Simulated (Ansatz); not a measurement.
# CdSe: 6 runs along one coordinate

System: CdSe (F-43m, 2 atoms in the cell).
Method: Kohn-Sham DFT of a periodic cell, r2SCAN0, Ansatz PAW, no spin polarisation (Ansatz 0.2.0).

The 6 runs differ only in the geometry, by an even scaling of the cell at fixed fractional positions. The structure derives from a Materials Project entry.

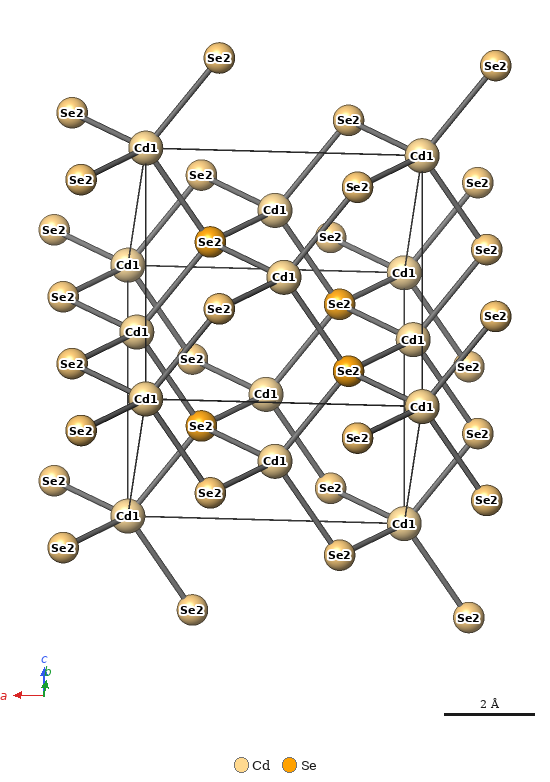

Figure 1. The structure of run 4 (ball-and-stick view of the cell 4 times as large as that of the calculation, set on its symmetry axes, seen at an oblique angle; neighbours outside the cell are drawn fainter; atoms are numbered from 1 in the order of the input).

## Input of run 4
```yaml
crystal:
  lattice:
    - [0.0, 3.090604713, 3.090604713]
    - [3.090604713, 0.0, 3.090604713]
    - [3.090604713, 3.090604713, 0.0]
  atoms:
    - { symbol: Cd, position: [0.0, 0.0, 0.0] }
    - { symbol: Se, position: [0.25, 0.25, 0.25] }
hamiltonian:
  xc: r2scan0
  pseudopotentials: { kind: paw }
kpoints:
  mp_grid: { grid: [4, 4, 4] }
scf:
  occupations: { method: fermi_dirac, width: 0.05 }
output:
  forces: true
  stress: true
  eigenvalues: true
```

Command:
```bash
ansatz run input.yaml --threads 2 --pin off --max-ram 5632MiB --backend cpu --events-out ev --progress --plain --runs-dir out
```

Lattice vectors (Å) and fractional positions of run 4:
```
   0.000000    3.090605    3.090605
   3.090605    0.000000    3.090605
   3.090605    3.090605    0.000000
Cd  0.000000  0.000000  0.000000
Se  0.250000  0.250000  0.250000
```

Run 5 differs from it as follows:
```diff
-    - [0.0, 3.090604713, 3.090604713]
-    - [3.090604713, 0.0, 3.090604713]
-    - [3.090604713, 3.090604713, 0.0]
+    - [0.0, 3.1106741371, 3.1106741371]
+    - [3.1106741371, 0.0, 3.1106741371]
+    - [3.1106741371, 3.1106741371, 0.0]
```

## Results, with one run withheld

| run | volume per atom (Å³) | free energy per atom, from the lowest run given (meV) | pressure (GPa) | gap on the mesh (eV) |
| --- | --- | --- | --- | --- |
| 1 | 27.206 | 11.79 | 3.02 | 2.59 |
| 2 | 27.784 | 3.38 | 1.65 | 2.53 |
| 3 | 28.942 | 0.00 | −0.66 | 2.42 |
| 4 | 29.521 | 4.20 | −1.64 | 2.37 |
| 5 | 30.100 | ? | ? | ? |
| 6 | 30.679 | 22.14 | −3.30 | 2.26 |

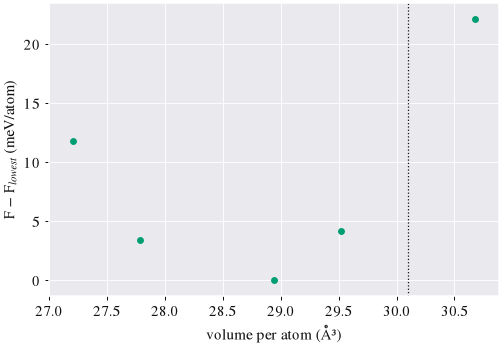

Figure 2. Free energy per atom of the runs given; the dotted line marks run 5.

What should run 5 give?

A cubic polynomial in V^(−2/3) (the Birch–Murnaghan form), fitted to the 5 runs given, misses them by at most 0.02 meV per atom. With x = V^(−2/3) − 0.10648 Å⁻², it reads F = −0.48629 − 910.95 x + 9.5469e+05 x² + 2.6428e+06 x³ (meV per atom). At run 5 it gives 11.67 meV per atom, and the run itself gives 11.69. The slope of the fit gives a pressure −dF/dV of −2.50 GPa there, and the run prints −2.51 GPa. The fit has its minimum at 28.588 Å³ per atom, where V d²F/dV² gives 54.6 GPa: the bulk modulus at this level, since symmetry fixes the shape and the positions. The gap on the mesh goes, without turning, from 2.59 eV in run 1 to 2.26 eV in run 6; run 5 has 2.31 eV. These are gaps of this functional on this mesh, which can miss the band edges; they aren't the measured gap.

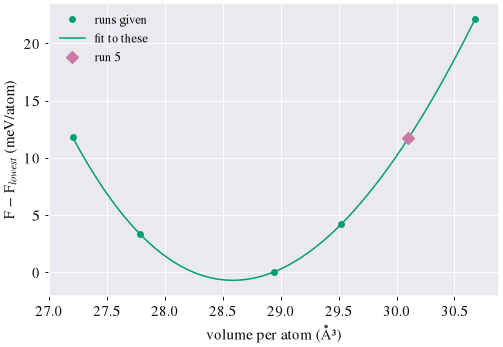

Figure 3. The fit and the withheld run.

## Output, shortened to warnings, some set-up lines, iterations and results (run 5)
```
Warning: output.stress: scf.convergence.dr2_threshold = 1e-7 eV (the SCF's general default) is looser than the 2e-10 eV advised for a printed stress (1e-10 eV for each atom of the cell: 2). What an SCF threshold leaves in a stress goes as its square root, and in the free energy as the threshold itself, and one threshold admits the most on a small cell: of the crystals measured, under no hybrid …
Warning: output.stress: scf.exx.energy_threshold = 1e-6 eV is looser than the 2e-8 eV advised for a stress under a hybrid functional (1e-8 eV for each atom of the cell: 2). Every SCF of the exchange loop can meet its threshold on dr2 while the loop round them stops early: no threshold on dr2 bounds what that leaves in the stress. Set scf.exx.energy_threshold to 2e-8 eV or tighter. The threshold …
Basis set: ecut = 500 eV, 1471 PW (Γ), exchange–correlation on 144×144×144 points (64 copies of the dense FFT grid, shifted against one another)
Symmetry: 24 space group operations
k-points: 8 of 64 (time reversal used)
Initial density: superposition of atomic densities (neutral atoms: chi_scale 0, normalization atom), corrected by the library's trained network
[...]
SCF iter   1: F=—  HF=-13747.775236 eV  |F-HF|=—  |Δ(HF+E_count)|=         —  Δρ=5.32e-3  dr2=1.21e-2  dr2_τ=1.56e-2  ethr=1.77e-3  ⟨swp⟩=7.4  Hψ=713  notcnv=0
SCF iter   2: F=—  HF=-13747.781480 eV  |F-HF|=—  |Δ(HF+E_count)|=   6.24e-3  Δρ=2.53e-3  dr2=1.55e-3  dr2_τ=4.69e-4  ethr=3.36e-5  ⟨swp⟩=3.2  Hψ=403  notcnv=0
SCF iter   3: F=—  HF=-13747.782386 eV  |F-HF|=—  |Δ(HF+E_count)|=   9.05e-4  Δρ=9.54e-4  dr2=2.94e-4  dr2_τ=4.05e-5  ethr=4.32e-6  ⟨swp⟩=3.0  Hψ=344  notcnv=0
SCF iter   4: F=-13747.782521 eV  HF=-13747.782526 eV  |F-HF|=5.06e-6  |Δ(HF+E_count)|=   1.40e-4  Δρ=1.32e-4  dr2=7.65e-6  dr2_τ=4.43e-7  ethr=2.14e-8  ⟨swp⟩=3.2  Hψ=784  …
SCF 1 stopped early in 4 iterations: F = -13747.782521 eV  dr2 = 7.65e-6
[... 7 lines ...]
SCF iter   1: F=—  HF=-13746.911652 eV  |F-HF|=—  |Δ(HF+E_count)|=         —  Δρ=4.03e-5  dr2=3.61e-7  dr2_τ=2.71e-7  ethr=3.84e-7  ⟨swp⟩=3.4  Hψ=388  notcnv=0
SCF iter   2: F=—  HF=-13746.911653 eV  |F-HF|=—  |Δ(HF+E_count)|=   6.37e-7  Δρ=1.11e-5  dr2=1.01e-7  dr2_τ=9.47e-9  ethr=8.19e-10  ⟨swp⟩=4.0  Hψ=589  notcnv=0
SCF iter   3: F=—  HF=-13746.911653 eV  |F-HF|=—  |Δ(HF+E_count)|=   3.42e-7  Δρ=5.06e-6  dr2=2.44e-8  dr2_τ=9.29e-10  ethr=8.66e-11  ⟨swp⟩=3.8  Hψ=509  notcnv=0
SCF iter   4: F=-13746.911653 eV  HF=-13746.911653 eV  |F-HF|=1.92e-9  |Δ(HF+E_count)|=   5.19e-9  Δρ=1.50e-6  dr2=2.77e-9  dr2_τ=8.08e-11  ethr=4.63e-11  ⟨swp⟩=3.0  Hψ=348  …
SCF 3 converged in 4 iterations: F = -13746.911653 eV  dr2 = 2.77e-9
  Residual-converged pass: ⟨swp⟩=3.0  Hψ=378  notcnv=0  max |occ|·‖R‖ = 2.3e-6 eV (tolerance 2.4e-6 eV)  dr2=2.79e-9  dr2_τ=9.32e-11  dr2_onsite=1.50e-9  max |Δocc| = 2.4e-18
hybrid outer 2: dexx = +5.074e-7 eV, tail = 3.15e-8 eV, Δε = 2.08e-3 eV (about 9.39e-5 eV left of the loop's levels)
hybrid SCF converged: 2 outer / 10 inner (+4 warm-up), last move |dexx| = 5.07e-7 eV, tail = 3.15e-8 eV
Stability not checked: this state was not tested for a lower state beside it, because the functional holds exact exchange (a hybrid, or Hartree-Fock), whose exchange loop this test does not read (fock_operator; see scf.lower_state_search)
Free energy (F): -13746.911653 eV
Frozen-core exchange: fock
Harris-Foulkes:  -13746.911653 eV  (|F-HF|=1.92e-9)
Internal energy: -13746.911653 eV  (E = F + TS)
E sigma→0 (E₀):  -13746.911653 eV
Fermi energy:    6.613553 eV
--- Per-component energies (eV) ---
  E_band       = -1064.646732
  E_kinetic    = 623.830112
  E_local      = -6538.852301  (includes V_loc(G=0)·N_el)
  E_nonlocal   = -561.019247
  E_hartree    = 3103.458377
  E_xc         = -205.856399
  E_vxc        = -267.068575  (∫ρ·V_xc dr)
  E_exx        = -171.629387  (= α·E_x^exact, valence–valence)
  E_paw        = -5918.953231  (= ΣΔE_a)
  E_vpaw       = -200.378837  (= ΣTr[D̂ρ^β])
  E_aug_tail   = -0.000213  (compensation charges beyond the density's cutoff)
  E_vtau       = 15.182463  (kinetic-family band-sum trace: ∫τ·v_τ [+ j·A + Jᵃ·Aᵃ] dr)
  E_ewald      = -4074.666176
  E_core_change = -3.223185  (= ΣΔE_core)
  E_smearing   = -0.000000  (= −TS)
  E_closure    = -0.000005  (closes the sum)
  Σ components = -13746.911653   (vs F -13746.911653, Δ=0.00e0)
--- Forces (eV/Å), atoms counted from 1 ---
  atom   1  Cd     0.00000000    -0.00000000     0.00000000
  atom   2  Se    -0.00000000     0.00000000    -0.00000000
  max |Σ_I F_I| component: 9.71e-17 eV/Å
--- Stress (GPa, compression-positive) ---
       -2.512698       0.000000      -0.000000
        0.000000      -2.512698       0.000000
       -0.000000       0.000000      -2.512698
  P = ⅓ Tr σ = -2.5127 GPa (-25.127 kbar)
```

The program warns: the exchange loop's threshold is looser than advised for the stress; the SCF threshold is looser than advised for the printed stress.
